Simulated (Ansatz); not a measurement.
## Single-point calculation of TaSi

System: TaSi (4 atoms in the cell).
Method: DFT, PBE, plane waves, PAW, Ueff = 40 eV on Ta d, no spin polarisation (Ansatz 0.2.0).

The structure was made by a generator, so it may or may not be a known phase. Some settings of this run were made unusual or wrong on purpose. Figures and captions count atoms from 1; the log counts them from 0 in places.

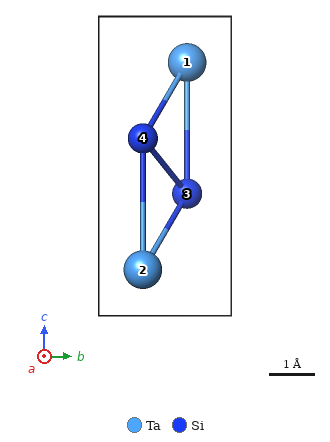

**Figure 1.** The input geometry (ball-and-stick view of the cell of the calculation, along the a axis; atoms are numbered from 1 in the order of the input). Near neighbours in the crystal (not all of them lie inside the picture): Ta has 4 Si at 2.61 to 2.94 Å and 3 Ta at 2.86 Å; Si has 3 Si at 2.34 Å and 4 Ta at 2.61 to 2.94 Å.

Input
```yaml
crystal:
  lattice:
    - [3.4345860091, 0.0, 0.0]
    - [-1.7172930046, 2.9744387354, 0.0]
    - [0.0, 0.0, 6.6963174805]
  atoms:
    - { symbol: Ta, position: [0.3333333333, 0.6666666667, 0.8463408723] }
    - { symbol: Ta, position: [0.6666666667, 0.3333333333, 0.1536591277] }
    - { symbol: Si, position: [0.3333333333, 0.6666666667, 0.4076616214] }
    - { symbol: Si, position: [0.6666666667, 0.3333333333, 0.5923383786] }
basis:
  ecutwfc: 420
kpoints:
  mp_grid: { grid: [18, 18, 8] }
hamiltonian:
  xc: pbe
  hubbard: { sites: [{ species: Ta, l: d, u_eff: 40.0 }] }
scf:
  occupations: { method: gaussian, width: 0.1 }
  max_iter: 100
output:
  forces: true
  eigenvalues: true
  stress: true
```

Hardware: 1 thread of Intel Xeon @ 2.70GHz, 189 GiB of memory available, shared host.

Launch command:
```bash
ansatz run input.yaml --threads 1 --pin off --max-ram 2560MiB --backend cpu --events-out ev --progress --plain --runs-dir out
```

What the program printed
```
Ta: projections on atomic orbitals take those of the free atom [Kr 4d10 4f14] 5s2 5p6 5d3 6s2, of charge +0.00 (hamiltonian.pseudopotentials.projection_atoms); the dataset's partial waves leave at most 6.0e-5 of an orbital's norm unspanned inside its sphere
Si: projections on atomic orbitals take those of the free atom [Ne] 3s2 3p2, of charge +0.00 (hamiltonian.pseudopotentials.projection_atoms); the dataset's partial waves leave at most 6.1e-8 of an orbital's norm unspanned inside its sphere
Engine: ansatz 0.2.0, x86_64-unknown-linux-gnu
Pseudopotentials: kind: paw
Pseudopotential: Ta, paw, valence charge 13, recommended cutoff 420 eV (normal), Ta.paw.azcp
Pseudopotential: Si, paw, valence charge 4, recommended cutoff 420 eV (normal), Si.paw.azcp
Functional definition: PBE
  parameter kappa = 0.804
  parameter beta = 0.06672455060314922
  exchange = pbe_x(kappa = kappa, mu = beta*pi^2/3)
  correlation = pbe_c(beta = beta)
Crystal: 4 atoms, lattice volume = 68.409 Å³
Basis set: ecut = 420 eV, 1331 PW (Γ), exchange–correlation on 48×48×90 points (8 copies of the dense FFT grid, shifted against one another)
Bands: 21, of which v1, the nominal top of the filled ones, is band 17 counted from 1 (16 counted from 0)
Symmetry: 12 space group operations
Space group: P-3m1 (ITA 164), of the structure as read, at distance tolerance 4.1e-5 Å
k-points: 266 of 2592
Non-local potential: Ta, projectors of the file, l = 0: 3, l = 1: 2, l = 2: 2, l = 3: 1
Non-local potential: Si, projectors of the file, l = 0: 2, l = 1: 2, l = 2: 2
PAW form: soft (Blöchl's): semilocal exchange-correlation on the pseudo side does not see the compensation charge
PAW one-centre angular grid: Ta, 590 points (default); XC on 64 Gauss nodes
PAW one-centre angular grid: Si, 110 points (default); XC on 64 Gauss nodes
Initial density: superposition of atomic densities (chi_scale 0.1, normalization cell, long waves of neutral atoms under a Hubbard term (reshape's long-wave potential 0.09 eV rms, cloud 2.81 Å wide))
Initial wavefunctions: pseudopotential atomic-orbital guess
Functional: x = pbe(κ = 0.804, μ = 0.2195149727645171), c = pbe(β = 0.06672455060314922)
SCF iter   1: F=—  HF=-21055.434777 eV  |F-HF|=—  |Δ(HF+E_count)|=         —  Δρ=1.45e-1  dr2=7.11e1  ethr=3.10e-3  ⟨swp⟩=6.9  Hψ=32182  notcnv=0
preconditioner: auto → Kerker (q_TF=auto, 2.428 Å⁻¹)  [metal: Δε(μ)=0.004 eV  Ē_g=7.889 eV  σ=0.100 eV  W_gap=0.02  n_scr=22 (ndim 8)  ℏωp=19.0 eV  f_vac=0.000  D(μ)=2.92/eV (n_scr^D=22)]
SCF iter   2: F=—  HF=-21056.572646 eV  |F-HF|=—  |Δ(HF+E_count)|=    1.14e0  Δρ=1.09e-1  dr2=4.30e1  ethr=3.10e-3  ⟨swp⟩=5.2  Hψ=17508  notcnv=0  defer=17
SCF iter   3: F=—  HF=-21056.531581 eV  |F-HF|=—  |Δ(HF+E_count)|=   4.11e-2  Δρ=2.08e-2  dr2=2.21e-1  ethr=3.10e-3  ⟨swp⟩=10.3  Hψ=34173  notcnv=0  defer=138
SCF iter   4: F=—  HF=-21056.646278 eV  |F-HF|=—  |Δ(HF+E_count)|=   1.15e-1  Δρ=1.48e-2  dr2=6.95e-1  ethr=6.51e-4  ⟨swp⟩=6.6  Hψ=18369  notcnv=0  defer=91
SCF iter   5: F=—  HF=-21056.622738 eV  |F-HF|=—  |Δ(HF+E_count)|=   2.35e-2  Δρ=3.80e-3  dr2=3.89e-2  ethr=6.51e-4  ⟨swp⟩=7.5  Hψ=17882  notcnv=0  defer=102
SCF iter   6: F=—  HF=-21056.625462 eV  |F-HF|=—  |Δ(HF+E_count)|=   2.72e-3  Δρ=9.32e-4  dr2=2.26e-3  ethr=1.14e-4  ⟨swp⟩=3.4  Hψ=12202  notcnv=0  defer=62
SCF iter   7: F=—  HF=-21056.625747 eV  |F-HF|=—  |Δ(HF+E_count)|=   2.85e-4  Δρ=3.24e-4  dr2=3.27e-4  ethr=6.65e-6  ⟨swp⟩=3.0  Hψ=9673  notcnv=0  defer=52
SCF iter   8: F=—  HF=-21056.625742 eV  |F-HF|=—  |Δ(HF+E_count)|=   4.81e-6  Δρ=1.88e-4  dr2=1.25e-4  ethr=9.63e-7  ⟨swp⟩=2.4  Hψ=8255  notcnv=0  defer=52
SCF iter   9: F=—  HF=-21056.625749 eV  |F-HF|=—  |Δ(HF+E_count)|=   6.53e-6  Δρ=2.86e-5  dr2=2.77e-6  ethr=3.68e-7  ⟨swp⟩=3.0  Hψ=8896  notcnv=0  defer=50
SCF iter  10: F=—  HF=-21056.625751 eV  |F-HF|=—  |Δ(HF+E_count)|=   1.66e-6  Δρ=8.18e-6  dr2=5.58e-8  ethr=2.94e-10  ⟨swp⟩=19.4  Hψ=64850  notcnv=0
SCF iter  11: F=-21056.625751 eV  HF=-21056.625751 eV  |F-HF|=2.15e-8  |Δ(HF+E_count)|=   1.00e-8  Δρ=3.87e-6  dr2=2.34e-8  ethr=1.64e-10  ⟨swp⟩=4.9  Hψ=28779  notcnv=0
SCF 1 converged in 11 iterations: F = -21056.625751 eV  dr2 = 2.34e-8
  greatest PAW one-centre occupation: 0.998 electrons in one spin orbital (limit 2), on the Ta atom at site 1 (counted from 0), in its partial waves of l = 0
```

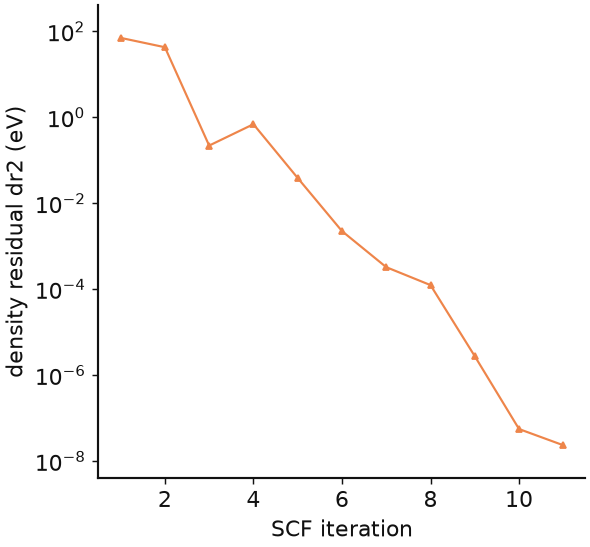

**Figure 2.** Convergence of the self-consistent field: density residual dr2 against the SCF iteration. The residual comes down, with one marked jump up, by a factor of about 3, at step 4.

```
SCF converged after 11 iterations
Free energy (F): -21056.625751 eV
Harris-Foulkes:  -21056.625751 eV  (|F-HF|=2.15e-8)
Internal energy: -21056.615163 eV  (E = F + TS)
E sigma→0 (E₀):  -21056.620457 eV
Entropy (-TS):   -0.010587 eV (-2.647 meV/atom)
Fermi energy:    21.595631 eV
--- Per-component energies (eV) ---
  E_band       = -296.366762
  E_kinetic    = 855.081139
  E_local      = -1577.905466  (includes V_loc(G=0)·N_el)
  E_nonlocal   = 66.504751
  E_hartree    = 535.978522
  E_xc         = -553.706296
  E_vxc        = -508.896617  (∫ρ·V_xc dr)
  E_hubbard    = 10.473918  (on-site DFT+U / exact-exchange correction)
  E_vhub       = 10.120598  (the Hubbard potential's part of the band-sum identity)
  E_paw        = -17807.514724  (= ΣΔE_a)
  E_vpaw       = -213.233148  (= ΣTr[D̂ρ^β])
  E_aug_tail   = 0.000263  (compensation charges beyond the density's cutoff)
  E_ewald      = -2585.527270
  E_smearing   = -0.010587  (= −TS)
  E_closure    = 0.000000  (closes the sum)
  Σ components = -21056.625751   (vs F -21056.625751, Δ=0.00e0)
--- Forces (eV/Å), atoms counted from 1 ---
  atom   1  Ta    -0.00000000     0.00000000   -14.33865881
  atom   2  Ta     0.00000000    -0.00000000    14.33865881
  atom   3  Si    -0.00000000     0.00000000     4.42119362
  atom   4  Si     0.00000000    -0.00000000    -4.42119362
  max |Σ_I F_I| component: 1.78e-15 eV/Å
--- Stress (GPa, compression-positive) ---
      191.294343      -0.000000       0.000000
       -0.000000     191.294343      -0.000000
        0.000000      -0.000000     208.109046
  P = ⅓ Tr σ = 196.8992 GPa (1968.992 kbar)
--- Band table (eV; the first three rows and the last of 266) ---
  k-point 0: bands = ["-60.8872", "-60.7016", "-27.2491", "-26.8593", "-26.8593", "-26.7314", "-26.6960", "-26.6960", "3.2700", "8.1604", "8.6001", "17.2059", "19.9753", "19.9753", "21.6773", "21.9123", "22.7279", "22.7279", "23.3275", "24.4515", "24.4515"]
  k-point 1: bands = ["-60.8862", "-60.7029", "-27.2489", "-26.8594", "-26.8594", "-26.7316", "-26.6961", "-26.6961", "3.3131", "7.4087", "9.4544", "16.9074", "19.9701", "19.9701", "21.5062", "21.9146", "22.7865", "22.7865", "23.5002", "24.0124", "24.0124"]
  k-point 2: bands = ["-60.8830", "-60.7066", "-27.2483", "-26.8596", "-26.8596", "-26.7321", "-26.6961", "-26.6961", "3.4332", "6.6172", "10.5536", "16.1419", "19.9595", "19.9595", "21.0568", "22.1075", "22.8622", "22.8622", "23.6418", "23.6418", "23.8767"]
  k-point 265: bands = ["-60.7212", "-60.7212", "-27.0326", "-27.0326", "-26.9061", "-26.7047", "-26.7047", "-26.6971", "11.3870", "11.3870", "11.9381", "11.9381", "14.6180", "14.9262", "18.5082", "18.5082", "19.9881", "19.9881", "20.3839", "23.2333", "24.9582"]
Occupation matrices written to [file]
```

Outcome

- outcome: converged
- space group (tolerance 0.01 Å): P-3m1 (164)
- electrons treated: 34
- free energy: −21056.6258 eV
- Fermi energy: 21.596 eV
- gap on the k-point mesh: none (metallic)
- pressure: 196.90 GPa
- largest force (length of the vector): 14.339 eV/Å
- wall time: 62 s
- peak memory: 0.89 GiB

This input holds a deliberate fault: an enormous or negative U (`hamiltonian.hubbard`). Such a U drives the occupations to unphysical values. The run converged all the same; its numbers are those of the faulty input and shouldn't be used.
